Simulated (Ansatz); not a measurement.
Input file:

```
crystal:
  lattice:
    - [5.1501995545, 0.0, 0.0]
    - [-2.5750997773, 4.4602036488, 0.0]
    - [0.0, 0.0, 2.8884826334]
  atoms:
    - { symbol: Ta, position: [0.0, 0.0, 0.0] }
    - { symbol: Ta, position: [0.3333333333, 0.6666666667, 0.5] }
    - { symbol: Ta, position: [0.6666666667, 0.3333333333, 0.5] }
    - { symbol: "N", position: [0.5, 0.0, 0.0] }
    - { symbol: "N", position: [0.5, 0.5, 0.0] }
    - { symbol: "N", position: [0.0, 0.5, 0.0] }
kpoints:
  mp_grid: { grid: [5, 5, 8] }
scf:
  occupations: { method: fermi_dirac, width: 0.03 }
hamiltonian:
  xc: lda
  pseudopotentials: { kind: paw }
output:
  forces: true
  stress: true
  eigenvalues: true
  efg: { contact_densities: true }
  write_density: true
  write_potential: true
  elf: true
  volumetric_format: npy
```

Command:

```sh
ansatz run input.yaml --threads 2 --pin off --max-ram 8192MiB --backend cpu --events-out ev --progress --plain --runs-dir out
```

Below, planes, directions and counts refer to the conventional cell (a = 5.15 Å, b = 5.15 Å, c = 2.89 Å, α = 90.00°, β = 90.00°, γ = 120.00°).

Space group P6/mmm.

All numbers below come from DFT, LDA, PAW with Ansatz's default frozen-core files, scalar-relativistic in Ansatz.

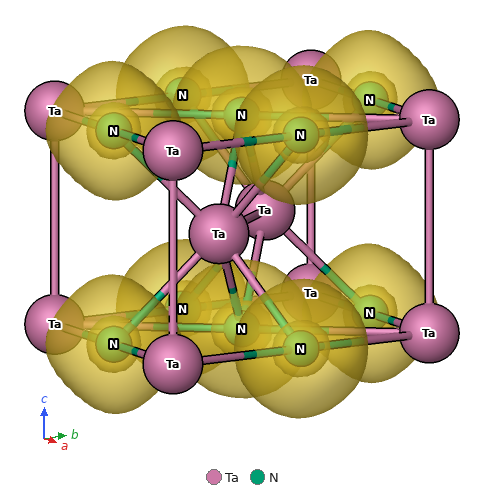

TaN. Isosurface of the electron localisation function at 0.6 (yellow), seen slightly off an axis. Core shells and regions of very low density are left out. Sticks mark near contacts.

In a PAW calculation such maps are meaningful between the atoms, not at the nuclei.

Question: Identify the bonds, lone pairs and shells in this picture.

Answer: The ELF exceeds this value in three regions wrapped around N (the valence shell of each), counted in one cell of 6 atoms. Any copies at cell faces, edges or corners count once.

Values along the shortest contacts:
Ta–N (2.07 Å): the ELF peaks at about 0.85 in the valence shell of N, 0.6 Å from its nucleus, and drops to about 0.25 between the two atoms; no shared electron pair shows on this line. Ta–Ta (2.89 Å): the ELF is about 0.15 at the midpoint; no shared electron pair shows on this line.
